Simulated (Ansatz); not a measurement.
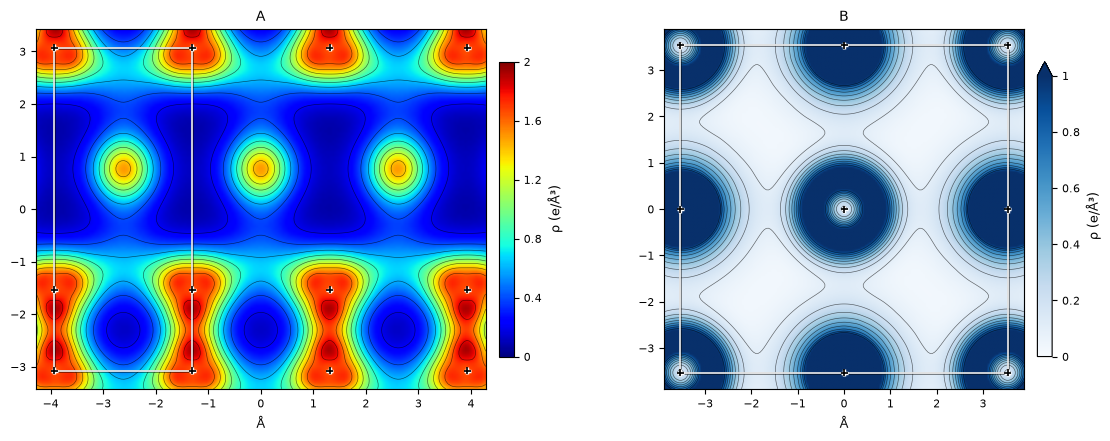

The valence pseudo-density of 2 systems, each on a plane through atoms (crosses mark nuclei in the plane).

Level of theory: DFT, r2SCAN, plane waves, PAW in Ansatz.

System 1: C, the (010) plane of the conventional cell. Space group R-3m; started from the diamond prototype, which need not be the ambient phase; changed on purpose from its base cell (epitaxial 111 strain +4.0%); computed pressure about −28 GPa in this cell.

System 2: BaTe, the (100) plane of the conventional cell. Space group Fm-3m; started from the rocksalt prototype, which need not be the ambient phase.

Question: Which map belongs to which system?

Answer: Panel A is system 1, C: the plane holds C. C–C (1.54 Å): the density is about 1.7 e/Å³ at the midpoint. Panel B is system 2, BaTe: the plane holds Ba and Te. Ba–Te (3.53 Å): the density is about 0.12 e/Å³ at the midpoint.
